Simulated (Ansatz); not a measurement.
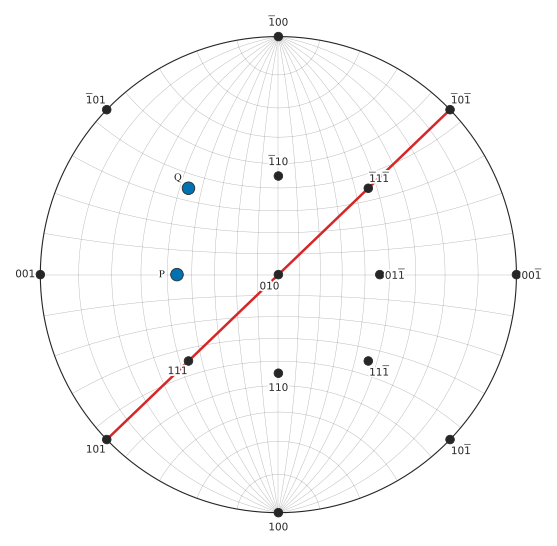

Stereographic projection of plane normals (upper hemisphere) centred on (0 1 0). Crystal: PbO, the geometry relaxed at a target pressure of 15 GPa with Ansatz 0.2.0, DFT PBE+D3(BJ), scalar-relativistic, plane waves, PAW. Symmetry computed with spglib at a tolerance of 0.002 Å; standard conventional cell.

a = 4.006 Å, b = 4.006 Å, c = 3.849 Å, α = 90.00°, β = 90.00°, γ = 90.00°.

**Index the poles marked P, Q.**

P is (0 1 1), 46.1° from the centre; Q is (−1 1 1), 55.3° from the centre.

**Which zone does the coloured great circle trace?**

The zone [1 0 −1]: its poles satisfy h − l = 0.

**What is the angle between the normals of (−1 1 −1) and (0 1 1), and what are their d_hkl = 1/|g|?**

91.9°; d = 2.282 Å and 2.776 Å.
